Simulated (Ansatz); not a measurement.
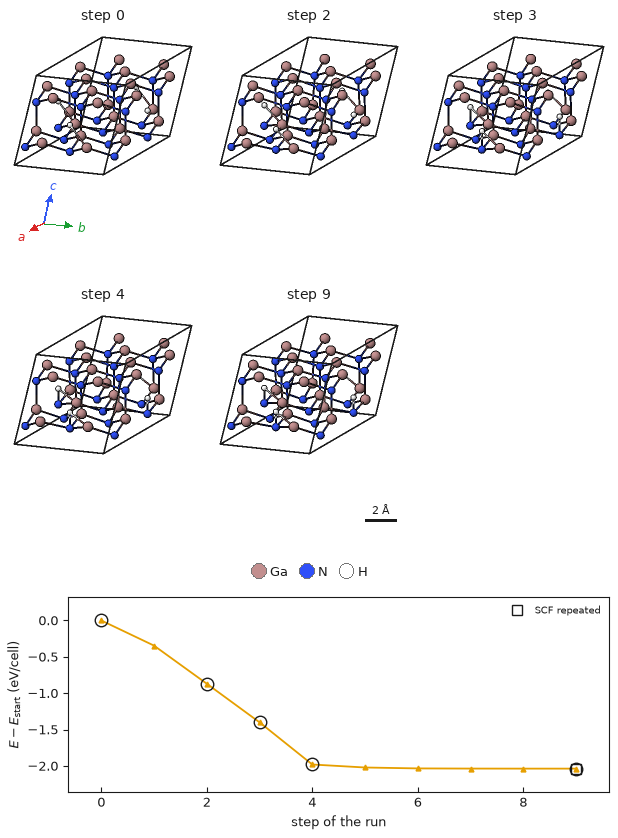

Frames of a relaxation of a defect cell of composition Ga₈HN₈ (cell charge +1), marked on the history of the run. A ball-and-stick model of the larger cell on standard axes (2 times the calculation's cell) (origin shifted), seen slightly off an axis.

Case: H interstitial, charge +1, atoms relaxed. The atoms of the start lie slightly off their symmetric places, so part of the fall in energy undoes that.

These are results of Ansatz 0.2.0, DFT PBE, scalar-relativistic, plane waves, PAW, not measurements.

Input
```yaml
crystal:
  lattice:
    - [4.5484769843, 0.0, 4.5484769843]
    - [0.0, -4.5484769843, 4.5484769843]
    - [4.5484769843, -4.5484769843, 0.0]
  atoms:
    - { symbol: Ga, position: [0.0, 0.5, 0.5] }
    - { symbol: Ga, position: [0.0, 0.0, 0.5] }
    - { symbol: Ga, position: [0.5, 0.5, 0.5] }
    - { symbol: Ga, position: [0.5, 0.0, 0.5] }
    - { symbol: Ga, position: [0.0, 0.5, 1.0] }
    - { symbol: Ga, position: [0.0, 0.0, 1.0] }
    - { symbol: Ga, position: [0.5, 0.5, 1.0] }
    - { symbol: Ga, position: [0.5, 0.0, 1.0] }
    - { symbol: "N", position: [0.125, 0.625, 0.125] }
    - { symbol: "N", position: [0.125, 0.125, 0.125] }
    - { symbol: "N", position: [0.625, 0.625, 0.125] }
    - { symbol: "N", position: [0.625, 0.125, 0.125] }
    - { symbol: "N", position: [0.125, 0.625, 0.625] }
    - { symbol: "N", position: [0.125, 0.125, 0.625] }
    - { symbol: "N", position: [0.625, 0.625, 0.625] }
    - { symbol: "N", position: [0.625, 0.125, 0.625] }
    - { symbol: H, position: [0.7510865066, 0.7319080257, 0.7427825528] }
total_charge: 1
basis:
  ecutwfc: 420
  xc_grid: 2
kpoints:
  mp_grid: { grid: [3, 3, 3], shift: [0.0, 0.0, 0.0] }
hamiltonian:
  xc: pbe
scf:
  occupations: { method: gaussian, width: 0.02 }
output:
  forces: true
  stress: false
  eigenvalues: true
  write_density: true
  write_potential: true
  elf: true
  volumetric_format: npy
relax:
  adjacent_minimum: "off"
  f_tol: 0.02
  max_steps: 60
```

Run as
```bash
ansatz run input.yaml --threads 4 --pin off --max-ram 10240MiB --backend cpu --events-out ev --progress --plain --runs-dir out
```

### Describe the path.

The largest move is that of H17, 0.55 Å roughly along [−1 0 −3]. By element the largest moves are H 0.55 Å, N 0.25 Å, Ga 0.12 Å. The cell doesn't change. Near-neighbour distances that change, for instance: N15–H17 1.843 → 1.046 Å, Ga3–N15 1.970 → 2.248 Å, Ga1–H17 2.161 → 2.068 Å, Ga1–N15 1.970 → 2.023 Å. New bonds form, among them: N15–H17 (1.84 → 1.05 Å). Among the angles between lasting bonds that change: N11–Ga7–N15 109.5° → 99.2°, Ga1–N15–Ga3 109.5° → 102.4°, Ga1–N14–Ga4 109.5° → 102.7°. After 8 accepted moves (9 points after the start) the energy has fallen by 2.037 eV per cell of the calculation. The largest force component goes from 1.6 to 0.0026 eV/Å. 1 step only repeated the SCF at the same geometry. From step 0 to 2: H17 moves most (0.28 Å), energy −0.870 eV per cell of the calculation. From step 2 to 3: H17 moves most (0.15 Å), energy −0.531 eV per cell of the calculation. From step 3 to 4: H17 moves most (0.19 Å), energy −0.580 eV per cell of the calculation. From step 4 to 9: N15 moves most (0.08 Å), energy −56.7 meV per cell of the calculation.

Limits of the set-up: the periodic images lie only 6.4 Å apart, so the values are limited by the cell's size; the cell is charged, on a uniform background, and energies carry no finite-size correction.
